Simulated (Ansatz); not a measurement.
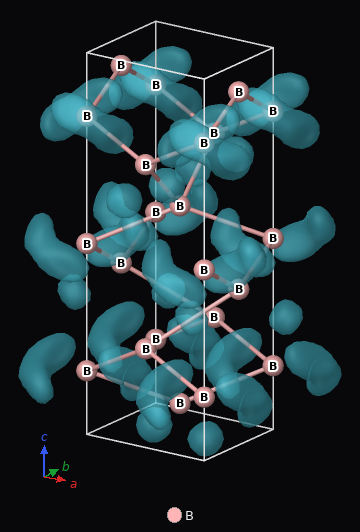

B. Isosurface of the electron localisation function at 0.8 (cyan), seen slightly off an axis. Only the valence region is drawn (cores and ρ < 0.01 e/Å³ removed). Sticks mark near contacts.

Space group P6₂22; a structure generated by program, which may or may not match a known phase; computed without spin polarisation.

Method: DFT PBE, scalar-relativistic, plane waves, PAW (Ansatz).

Input

```
crystal:
  lattice:
    - [3.0923761181, 0.0, 0.0]
    - [-1.546188059, 2.6780762763, 0.0]
    - [0.0, 0.0, 7.7207948277]
  atoms:
    - { symbol: B, position: [0.5, 0.5, 0.0565873962] }
    - { symbol: B, position: [0.5, 0.0, 0.7232540629] }
    - { symbol: B, position: [0.0, 0.5, 0.3899207295] }
    - { symbol: B, position: [0.5, 0.5, 0.6100792705] }
    - { symbol: B, position: [0.5, 0.0, 0.2767459371] }
    - { symbol: B, position: [0.0, 0.5, 0.9434126038] }
    - { symbol: B, position: [0.0, 0.0, 0.5] }
    - { symbol: B, position: [0.0, 0.0, 0.1666666667] }
    - { symbol: B, position: [0.0, 0.0, 0.8333333333] }
basis:
  ecutwfc: 420
kpoints:
  mp_grid: { grid: [12, 12, 6] }
hamiltonian:
  xc: pbe
scf:
  occupations: { method: gaussian, width: 0.1 }
output:
  forces: true
  stress: true
  eigenvalues: true
  write_density: true
  write_potential: true
  elf: true
  volumetric_format: npy
relax:
  adjacent_minimum: "off"
  f_tol: 0.01
  max_steps: 80
  cell: { stress_tol: 0.05 }
```

Run with:

```sh
ansatz run input.yaml --threads 1 --pin off --max-ram 2560MiB --backend cpu --events-out ev --progress --plain --runs-dir out
```

Below, planes, directions and counts refer to the conventional cell (a = 3.23 Å, b = 3.23 Å, c = 6.65 Å, α = 90.00°, β = 90.00°, γ = 120.00°).

The fields are those of the relaxed geometry.

**Identify the bonds, lone pairs and shells in this picture.**

The ELF exceeds this value in twelve regions between bonded B–B atoms, counted in one cell of 9 atoms. Regions shared between cells count once. Profiles from the grid: B–B (1.73 Å): the ELF peaks at about 0.85 between the atoms. B–B (1.89 Å): the ELF peaks at about 0.85 between the atoms.

**Does the calculation give a band gap?**

It is gapless in this calculation (a metal or semimetal).
